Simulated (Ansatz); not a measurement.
**Si7N: density, localisation and related maps**

Input file:

```
crystal:
  lattice:
    - [3.5983217959, 2.0774920575, 6.480108416]
    - [-3.5983217959, 2.0774920575, 6.480108416]
    - [0.0, -4.154984115, 6.4801084161]
  atoms:
    - { symbol: Si, position: [0.4394146817, 0.4394146817, 0.4394146817] }
    - { symbol: Si, position: [0.5605853183, 0.5605853183, 0.5605853183] }
    - { symbol: Si, position: [0.4370318425, 0.94396863, 0.4370318425] }
    - { symbol: Si, position: [0.5629681575, 0.05603137, 0.5629681575] }
    - { symbol: Si, position: [0.5629681575, 0.5629681575, 0.05603137] }
    - { symbol: Si, position: [0.4370318425, 0.4370318425, 0.94396863] }
    - { symbol: Si, position: [0.960962646, 0.960962646, 0.4000735537] }
    - { symbol: Si, position: [0.4000735537, 0.960962646, 0.960962646] }
    - { symbol: Si, position: [0.960962646, 0.4000735537, 0.960962646] }
    - { symbol: Si, position: [0.5999264463, 0.039037354, 0.039037354] }
    - { symbol: Si, position: [0.039037354, 0.039037354, 0.5999264463] }
    - { symbol: Si, position: [0.039037354, 0.5999264463, 0.039037354] }
    - { symbol: Si, position: [0.94396863, 0.4370318425, 0.4370318425] }
    - { symbol: Si, position: [0.05603137, 0.5629681575, 0.5629681575] }
    - { symbol: "N", position: [0.0948857577, 0.0948857577, 0.0948857577] }
    - { symbol: "N", position: [0.9051142423, 0.9051142423, 0.9051142423] }
basis:
  ecutwfc: 500
kpoints:
  mp_grid: { grid: [6, 6, 6] }
  band_path:
    path:
      - [[0.0, 0.0, 0.0], [0.5, 0.5, 0.5], [0.76481245, 0.23518755, 0.5]]
      - [[0.5, -0.23518755, 0.23518755], [0.5, 0.0, 0.0], [0.0, 0.0, 0.0], [0.36759377, -0.36759377, 0.0]]
      - [[0.63240623, 0.0, 0.36759377], [0.5, 0.0, 0.5], [0.0, 0.0, 0.0]]
    npoints: 10
hamiltonian:
  xc: r2scan
scf:
  occupations: { method: gaussian, width: 0.1 }
  n_extra_bands: 40
output:
  forces: true
  stress: true
  eigenvalues: true
  populations: true
  dos: { projected: true, de: 0.02, nscf_kmesh: { grid: [8, 8, 8] } }
  bader: false
  write_density: true
  write_potential: true
  elf: true
  volumetric_format: npy
```

Launched as:

```sh
ansatz run input.yaml --threads 1 --pin off --max-ram 2560MiB --backend cpu --events-out ev --progress --plain --runs-dir out
```

Below, planes, directions and counts refer to the conventional cell (a = 7.20 Å, b = 7.20 Å, c = 19.44 Å, α = 90.00°, β = 90.00°, γ = 120.00°).

Space group R-3m; a generated structure, not necessarily the stable one.

These are results of DFT r2SCAN, scalar-relativistic, plane waves, PAW in Ansatz, not measurements.

The density is the valence pseudo-density of a PAW calculation; it isn't the true density close to the nuclei.

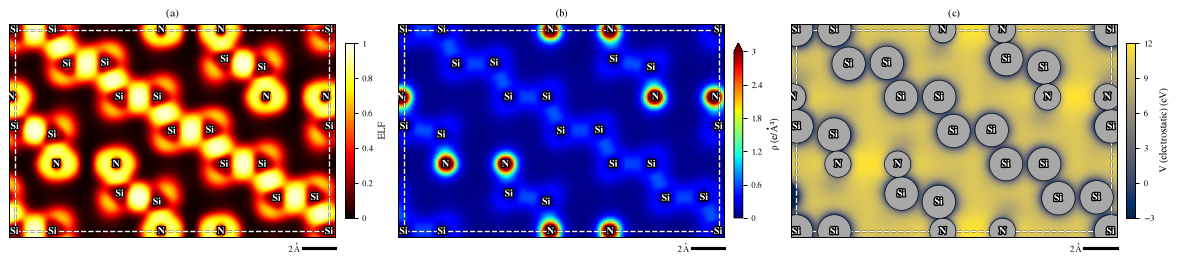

Figure 1. (a) ELF; (b) valence pseudo-density; (c) electrostatic potential (local pseudopotential plus Hartree) felt by an electron on the (110) plane of the conventional cell. Grey discs cover the atomic cores in the potential map.

Read the bonding off the picture.

Answer.
- The section cuts through Si and N sites.
- Si–N (1.84 Å): ρ at the midpoint is about 0.89 e/Å³; the ELF peaks at about 0.90 between the atoms.
- Si–Si (2.28 Å): ρ is about 0.63 e/Å³ halfway; the ELF peaks at about 0.95 between the atoms.
- Si–Si (2.36 Å): ρ is about 0.57 e/Å³ halfway; the ELF peaks at about 0.95 between the atoms.
- Between the atoms the lowest density in this plane is 0.01 e/Å³.
- The ELF also peaks beside N, away from the bonds: lone-pair regions.
- Outside the cores the potential energy rises away from the atoms and is highest about 1.7 Å from the nearest atoms; its zero is arbitrary.

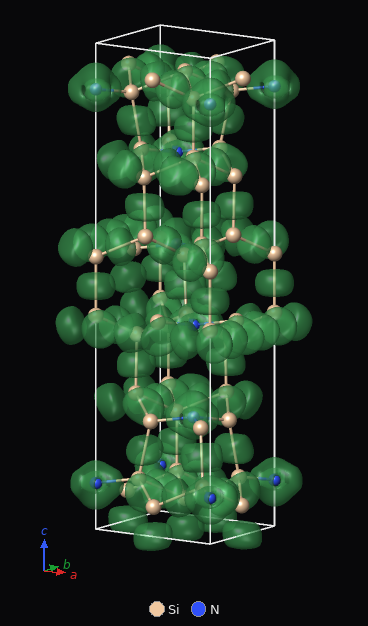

Figure 2. Isosurface of the electron localisation function at 0.75 (green), seen slightly off an axis. Core shells and regions of very low density are left out. Sticks mark near contacts.

What do the ELF domains correspond to?

Answer. At this value the surface marks out 75 regions between bonded Si–Si atoms and six regions on N in which the atom's valence shell and bonds are merged, counted in one cell of 48 atoms. Regions shared between cells count once.

Does the calculation make it a metal, or give it a gap?

Answer. It is metallic or semimetallic at this level of theory: no gap opens.
